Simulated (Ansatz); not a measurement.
Ti: geometry relaxation (part 2 of 2)

Ti (P6/mmm, 3 atoms in the cell); DFT, LDA, PAW with Ansatz's default frozen-core files, scalar-relativistic, no spin polarisation (Ansatz 0.2.0); cutoff 420 eV, 10×10×13 k-mesh, Fermi–Dirac smearing of 0.1 eV. The structure was built on a prototype by a generator; it need not be a known phase. Its volume is 0.60 times that of the source entry. It belongs to a series of runs on one base structure; here: omega relaxed under pressure, PAW files.

## The program's output, continued
```
SCF iter   1: F=—  HF=-7345.253515 eV  |F-HF|=—  |Δ(HF+E_count)|=         —  Δρ=1.31e-5  dr2=5.74e-9  ethr=4.94e-8  ⟨swp⟩=2.9  Hψ=13581  notcnv=0
preconditioner: auto → none  [metal: Δε(μ)=0.010 eV  Ē_g=21.513 eV  σ=0.100 eV  W_gap=0.03  n_scr=8 (ndim 8)  ℏωp=37.7 eV  f_vac=0.000  D(μ)=2.64/eV (n_scr^D=32)]
SCF iter   2: F=—  HF=-7345.253516 eV  |F-HF|=—  |Δ(HF+E_count)|=   8.79e-7  Δρ=6.33e-6  dr2=1.24e-9  ethr=1.59e-11  ⟨swp⟩=2.1  Hψ=3779  notcnv=0
iter 3 did not close the SCF: its close was put off for the readings that it lacked (scf_convergence_deferred on its scf_iter line)
SCF iter   3: F=-7345.253516 eV  HF=-7345.253516 eV  |F-HF|=6.37e-12  |Δ(HF+E_count)|=   1.62e-9  Δρ=3.82e-7  dr2=1.51e-11  ethr=3.45e-12  ⟨swp⟩=2.0  Hψ=3914  notcnv=0
iter 4 did not close the SCF: its close was put off for the readings that it lacked (scf_convergence_deferred on its scf_iter line)
SCF iter   4: F=-7345.253516 eV  HF=-7345.253516 eV  |F-HF|=9.09e-13  |Δ(HF+E_count)|=  3.64e-12  Δρ=5.32e-8  dr2=5.77e-13  ethr=1.00e-12  ⟨swp⟩=1.0  Hψ=2156  notcnv=0
iter 5 did not close the SCF: its close was put off for the readings that it lacked (scf_convergence_deferred on its scf_iter line)
SCF iter   5: F=-7345.253516 eV  HF=-7345.253516 eV  |F-HF|=1.82e-12  |Δ(HF+E_count)|=  9.09e-13  Δρ=1.48e-8  dr2=2.31e-14  ethr=1.00e-12  ⟨swp⟩=1.0  Hψ=2156  notcnv=0
iter 6 did not close the SCF: its close was put off for the readings that it lacked (scf_convergence_deferred on its scf_iter line)
SCF iter   6: F=-7345.253516 eV  HF=-7345.253516 eV  |F-HF|=0.00e0  |Δ(HF+E_count)|=  9.09e-13  Δρ=1.94e-9  dr2=8.99e-16  ethr=1.00e-12  ⟨swp⟩=1.0  Hψ=2156  notcnv=0
SCF iter   7: F=-7345.253516 eV  HF=-7345.253516 eV  |F-HF|=9.09e-13  |Δ(HF+E_count)|=  9.09e-13  Δρ=3.10e-10  dr2=1.84e-17  ethr=1.00e-12  ⟨swp⟩=1.2  Hψ=4735  notcnv=0
SCF 6 converged in 7 iterations: F = -7345.253516 eV  dr2 = 1.84e-17
relax step   6: F+E_penalty+E_count = -7345.25351569 eV  Δ(F+E_penalty+E_count) = -7.400e-5 eV  max|allowed force component| = 8.142e-16 eV/Å  Δτ_max = 0.0000 Å  P = +140.013 GPa  Ω = 29.034 Å³  stress off target by 1.68e-2 GPa  SCF on the basis re-selected at this cell (its energy is not comparable with the rows above)  (7 SCF iters)
```

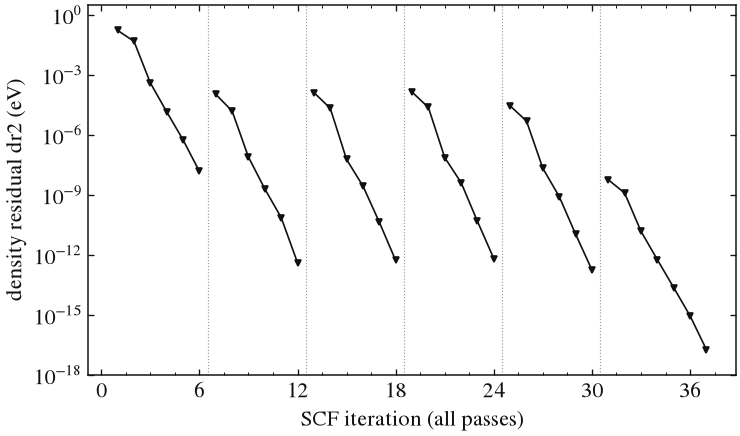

*Convergence of the self-consistent field: density residual dr2 against the SCF iteration. The dotted lines part the SCF passes of the relaxation: geometry steps, rejected trials and re-solves on a re-selected basis.*

The 6 passes take 6 to 7 iterations each, 37 in all.

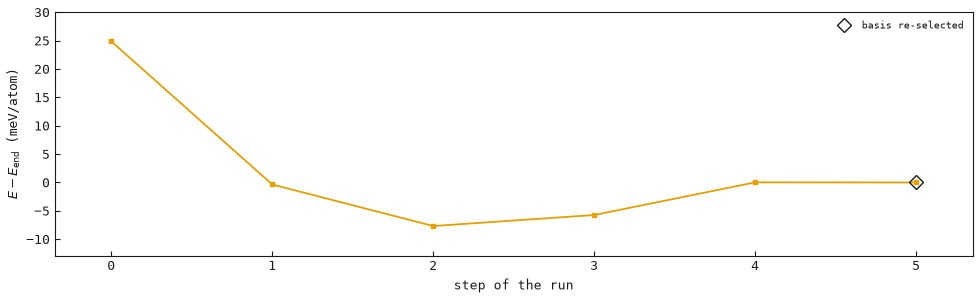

*Progress of the relaxation, step by step (the first geometry is step 0 here and step 1 in the log).*

Over 4 geometry steps the energy falls by 24.9 meV per atom. All forces vanish by symmetry, so only the cell relaxes. Pressure: 141.80 GPa at the start and 140.01 GPa at the end. The atoms keep their places relative to the cell (all moves are under 0.005 Å). The volume changes by +0.3 %, with a = b 3.778 → 3.790 Å (+0.3 %), c 2.342 → 2.334 Å (−0.4 %). Among the contacts that change: Ti1–Ti1 2.342 → 2.334 Å, Ti2–Ti3 2.181 → 2.188 Å. The space group stays P6/mmm (No. 191). A last SCF at the same geometry on a re-selected plane-wave basis shifts the energy by next to nothing (0.0 meV per atom). (Atoms are counted from 1 in the order of the input.)

```
basis re-selected at this cell: Δ(F+E_penalty+E_count) = -7.400e-5 eV, ΔP = +0.001 GPa vs the last step (what re-selecting the basis moved, of the pressure what is left beyond the Pulay correction that the steps carried, after the strain that the cell walked since its last selection, with what the two solves' SCF thresholds leave and, on support functions, any second-order correction that the steps lacked; it is no measure of the basis error at this ecutwfc). This SCF's stress stands 1.68e-2 GPa from its target on what of the cell is left free (relax.cell.stress_tol is 7.00e-2 GPa) and its largest allowed force component is 8.14e-16 eV/Å (relax.f_tol is 5.00e-3 eV/Å): within both
SCF converged after 7 iterations
Free energy (F): -7345.253516 eV
Harris-Foulkes:  -7345.253516 eV  (|F-HF|=9.09e-13)
Internal energy: -7345.166972 eV  (E = F + TS)
E sigma→0 (E₀):  -7345.210244 eV
Entropy (-TS):   -0.086544 eV (-28.848 meV/atom)
Fermi energy:    24.691851 eV
--- Per-component energies (eV) ---
  E_band       = -39.413493
  E_kinetic    = 880.949283
  E_local      = -1455.683606  (includes V_loc(G=0)·N_el)
  E_nonlocal   = 50.558159
  E_hartree    = 706.027814
  E_xc         = -307.359471
  E_vxc        = -387.785183  (∫ρ·V_xc dr)
  E_paw        = -3012.512961  (= ΣΔE_a)
  E_vpaw       = -539.508085  (= ΣTr[D̂ρ^β])
  E_aug_tail   = 0.000311  (compensation charges beyond the density's cutoff)
  E_ewald      = -4208.124352
  E_core_change = 0.977851  (= ΣΔE_core)
  E_smearing   = -0.086544  (= −TS)
  E_closure    = 0.000000  (closes the sum)
  Σ components = -7345.253516   (vs F -7345.253516, Δ=0.00e0)
--- Forces (eV/Å), atoms counted from 1 ---
  atom   1  Ti     0.00000000     0.00000000     0.00000000
  atom   2  Ti    -0.00000000     0.00000000    -0.00000000
  atom   3  Ti     0.00000000    -0.00000000     0.00000000
  max |Σ_I F_I| component: 3.70e-17 eV/Å
--- Stress (GPa, compression-positive) ---
      140.016762       0.000000       0.000000
        0.000000     140.016762       0.000000
        0.000000       0.000000     140.006333
  P = ⅓ Tr σ = 140.0133 GPa (1400.133 kbar)
--- Band table (eV; the first three rows and the last of 98) ---
  k-point 0: bands = ["-31.3684", "-30.1560", "-29.7728", "-8.4706", "-8.4706", "-7.9281", "-7.9281", "-6.4296", "-5.5695", "-5.4506", "-5.4309", "-5.4309", "18.9453", "20.5605", "24.3507", "24.3507", "24.5255", "24.5255", "24.8284", "25.4962", "26.6387", "26.6387"]
  k-point 1: bands = ["-31.3299", "-30.1438", "-29.7494", "-8.4466", "-8.4466", "-7.8861", "-7.8861", "-6.5767", "-5.7348", "-5.5833", "-5.4431", "-5.4431", "19.2011", "20.8504", "23.9399", "23.9399", "24.2922", "24.2922", "25.1897", "25.7476", "26.6127", "26.6127"]
  k-point 2: bands = ["-31.2198", "-30.1122", "-29.6841", "-8.3796", "-8.3796", "-7.7653", "-7.7653", "-6.9711", "-6.1830", "-5.9436", "-5.4812", "-5.4812", "19.8947", "21.6453", "22.9957", "22.9957", "23.6965", "23.6965", "26.2229", "26.5048", "26.6573", "26.6573"]
  k-point 97: bands = ["-30.0695", "-30.0396", "-29.8927", "-9.2965", "-8.5769", "-8.3528", "-7.3786", "-7.1411", "-6.7357", "-6.6373", "-6.5109", "-5.3847", "19.6494", "22.1735", "22.6873", "22.8043", "23.1591", "23.2327", "25.1576", "25.6983", "26.0767", "26.5024"]
--- Relaxed structure (5 steps of the walk, 5 accepted, 1 SCFs on fresh bases) ---
  F+E_penalty+E_count = -7345.25351569 eV   max|allowed force component| = 8.142e-16 eV/Å   (the final SCF, on the basis selected at the relaxed cell)
  cell:  # Å, volume = 29.0344 Å³
    - [3.790059810484181, 2.528757059912914e-33, 0.0]
    - [-1.8950299052420905, 3.282288077741736, -2.2231006032593308e-33]
    - [0.0, -1.5915495873531294e-33, 2.333940722942246]
  atoms:
    - { symbol: Ti, position: [3.003946617790643e-35, 7.848823345912429e-35, 0.0] }
    - { symbol: Ti, position: [0.3333333333333333, 0.6666666666666666, 0.5] }
    - { symbol: Ti, position: [0.6666666666666666, 0.3333333333333333, 0.5] }
```

## Trajectory as extended XYZ (Å, eV, eV/Å), 6 frames, from step=1 to step=6
```
3
Lattice="3.7778 0.0000 0.0000 -1.8889 3.2717 0.0000 0.0000 0.0000 2.3423" Properties=species:S:1:pos:R:3:forces:R:3 step=1 energy=-7345.17886 pressure_GPa=141.80
Ti    0.0000    0.0000    0.0000    0.0000   0.0000   0.0000
Ti    0.0000    2.1811    1.1711    0.0000   0.0000   0.0000
Ti    1.8889    1.0906    1.1711    0.0000   0.0000   0.0000
3
Lattice="3.7836 0.0000 0.0000 -1.8918 3.2767 0.0000 0.0000 0.0000 2.3420" Properties=species:S:1:pos:R:3:forces:R:3 step=2 energy=-7345.25457 pressure_GPa=140.29
Ti    0.0000    0.0000    0.0000    0.0000   0.0000   0.0000
Ti    0.0000    2.1845    1.1710    0.0000   0.0000   0.0000
Ti    1.8918    1.0922    1.1710    0.0000   0.0000   0.0000
3
Lattice="3.7873 0.0000 0.0000 -1.8936 3.2799 0.0000 0.0000 0.0000 2.3395" Properties=species:S:1:pos:R:3:forces:R:3 step=3 energy=-7345.27653 pressure_GPa=139.76
Ti    0.0000    0.0000    0.0000    0.0000   0.0000   0.0000
Ti    0.0000    2.1866    1.1698    0.0000   0.0000   0.0000
Ti    1.8936    1.0933    1.1698    0.0000   0.0000   0.0000
3
Lattice="3.7897 0.0000 0.0000 -1.8948 3.2820 0.0000 0.0000 0.0000 2.3360" Properties=species:S:1:pos:R:3:forces:R:3 step=4 energy=-7345.27071 pressure_GPa=139.75
Ti    0.0000    0.0000    0.0000    0.0000   0.0000   0.0000
Ti    0.0000    2.1880    1.1680    0.0000   0.0000   0.0000
Ti    1.8948    1.0940    1.1680    0.0000   0.0000   0.0000
3
Lattice="3.7901 0.0000 0.0000 -1.8950 3.2823 0.0000 0.0000 0.0000 2.3339" Properties=species:S:1:pos:R:3:forces:R:3 step=5 energy=-7345.25344 pressure_GPa=140.01
Ti    0.0000    0.0000    0.0000    0.0000   0.0000   0.0000
Ti    0.0000    2.1882    1.1670    0.0000   0.0000   0.0000
Ti    1.8950    1.0941    1.1670    0.0000   0.0000   0.0000
3
Lattice="3.7901 0.0000 0.0000 -1.8950 3.2823 0.0000 0.0000 0.0000 2.3339" Properties=species:S:1:pos:R:3:forces:R:3 step=6 energy=-7345.25352 pressure_GPa=140.01
Ti    0.0000    0.0000    0.0000    0.0000   0.0000   0.0000
Ti    0.0000    2.1882    1.1670    0.0000   0.0000   0.0000
Ti    1.8950    1.0941    1.1670    0.0000   0.0000   0.0000
```

The run was set up as follows.

## The input
```yaml
crystal:
  lattice:
    - [3.7778441356, 0.0, 0.0]
    - [-1.8889220678, 3.271708993, 0.0]
    - [0.0, 0.0, 2.3422633641]
  atoms:
    - { symbol: Ti, position: [0.0, 0.0, 0.0] }
    - { symbol: Ti, position: [0.3333333333, 0.6666666667, 0.5] }
    - { symbol: Ti, position: [0.6666666667, 0.3333333333, 0.5] }
kpoints:
  mp_grid: { grid: [10, 10, 13] }
scf:
  occupations: { method: fermi_dirac, width: 0.1 }
hamiltonian:
  xc: lda
  pseudopotentials: { kind: paw }
output:
  forces: true
  stress: true
  eigenvalues: true
relax:
  f_tol: 0.005
  max_steps: 40
  cell: { p_target: 140.0, stress_tol: 0.07 }
```

Launch command:
```bash
ansatz run input.yaml --threads 1 --pin off --max-ram 3584MiB --backend cpu --events-out ev --progress --plain --runs-dir out
```

## Summary

- outcome: converged
- space group (tolerance 0.01 Å): P6/mmm (191)
- electrons treated: 36
- free energy: −7345.2535 eV
- Fermi energy: 24.692 eV
- pressure: 140.01 GPa
- final volume: 29.03 Å³
- largest force (length of the vector) at the end: under 0.001 eV/Å
- final cell: a = 3.790 Å, b = 3.790 Å, c = 2.334 Å, α = 90.00°, β = 90.00°, γ = 120.00°
- hardware: 1 thread of Arm Neoverse V1, 24 GiB of memory available, shared host
- wall time: 22 s
- peak memory: 0.34 GiB

## Remarks

The cell was relaxed to the target pressure of the input; what is minimised is then the enthalpy E + pV.
